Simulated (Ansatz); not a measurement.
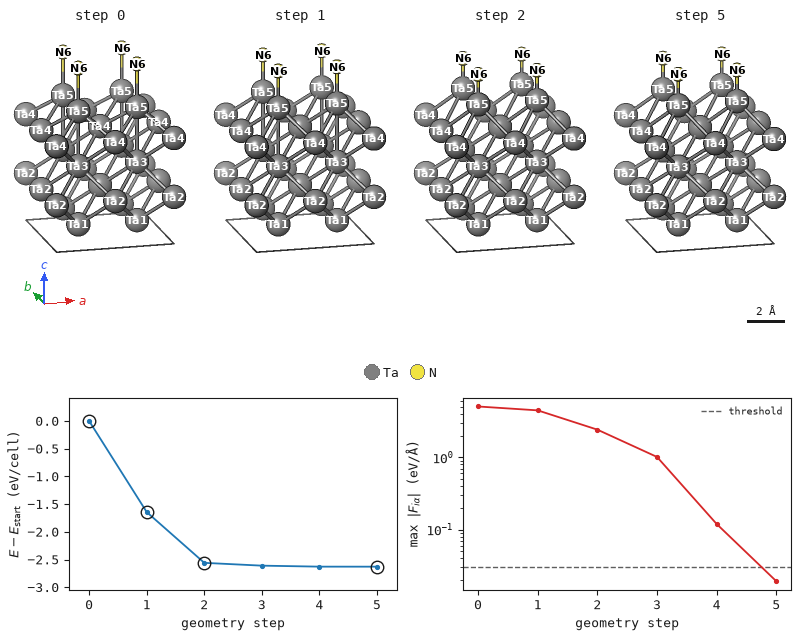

Frames of a constrained relaxation of a slab of composition Ta5N (cut from the Im-3m phase), marked on the history of the run. Style: ball-and-stick. Shown: the 2 × 2 repeat of the cell, outlined in the plane, without the vacuum, slightly off an axis.

Case: N put at a top Ta site. The slab is the (1 0 0) face of Ta with N on it. 2 atoms are held fixed.

The calculation used Ansatz, DFT PBEsol, scalar-relativistic, plane waves, PAW. Set-up: plane-wave cutoff 420 eV; k-point mesh 9 × 9 × 1; occupations gaussian; smearing width 0.1 eV; no spin polarisation; dipole correction; atoms relaxed in a fixed cell; force threshold 0.03 eV/Å; at most 70 steps.

What happens along the run?

Answer. The largest move is that of N6, 0.35 Å along the normal (−c). Largest moves by element: N 0.35 Å, Ta 0.33 Å. The lattice vectors keep their values. Among the contacts that change: Ta5–N6 2.420 → 1.744 Å, Ta3–Ta5 3.077 → 3.446 Å, Ta4–Ta5 2.715 → 2.935 Å, Ta2–Ta4 3.313 → 3.255 Å. Bond angles that change, for instance: Ta4–Ta5–Ta4 117.4° → 104.5°, Ta4–Ta5–N6 121.3° → 127.8°, Ta4–Ta5–Ta4 74.3° → 68.0°. Over 5 geometry steps the energy falls by 2.628 eV per cell of the calculation. Largest force component: 5.1 eV/Å at the start, 0.019 eV/Å at the end. Cost: 89 s on 1 thread of Arm Neoverse V2, with other jobs on the host, peak memory 0.51 GiB. From step 0 to 1: Ta5 moves most (0.20 Å), energy −1.643 eV per cell of the calculation. From step 1 to 2: N6 moves most (0.20 Å), energy −0.916 eV per cell of the calculation. From step 2 to 5: Ta5 moves most (0.05 Å), energy −69.2 meV per cell of the calculation.

```tsv
step	E − E(0), meV/atom	largest force component, eV/Å
0	0.00	5.0954
1	-273.83	4.5024
2	-426.44	2.4328
3	-434.90	1.0173
4	-437.88	0.1196
5	-437.97	0.0192
```

Limits of the set-up: the periodic images lie only 3.3 Å apart, so the values are limited by the cell's size.
